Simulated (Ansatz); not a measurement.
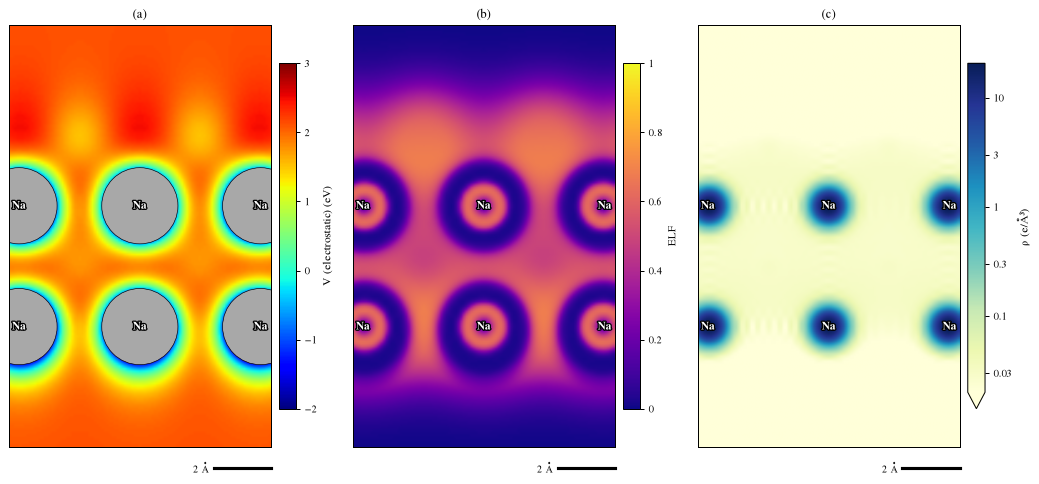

The picture shows: Na (slab). (a) electrostatic potential energy of an electron; (b) ELF; (c) valence electron density on the (010) plane of the calculation cell, a cut from vacuum to vacuum. Grey discs cover the atomic cores in the potential map.

All numbers below come from Ansatz, DFT PBEsol, scalar-relativistic, plane waves, PAW.

What do the fields say about this system?

The section cuts through Na sites.
The density dies away to nearly zero in the vacuum.
The features right at Na lie inside the PAW spheres, where the map follows smoothed inner orbitals and isn't to be read closely.
Outside the cores the potential energy rises away from the atoms and is highest in the vacuum; its zero is arbitrary.
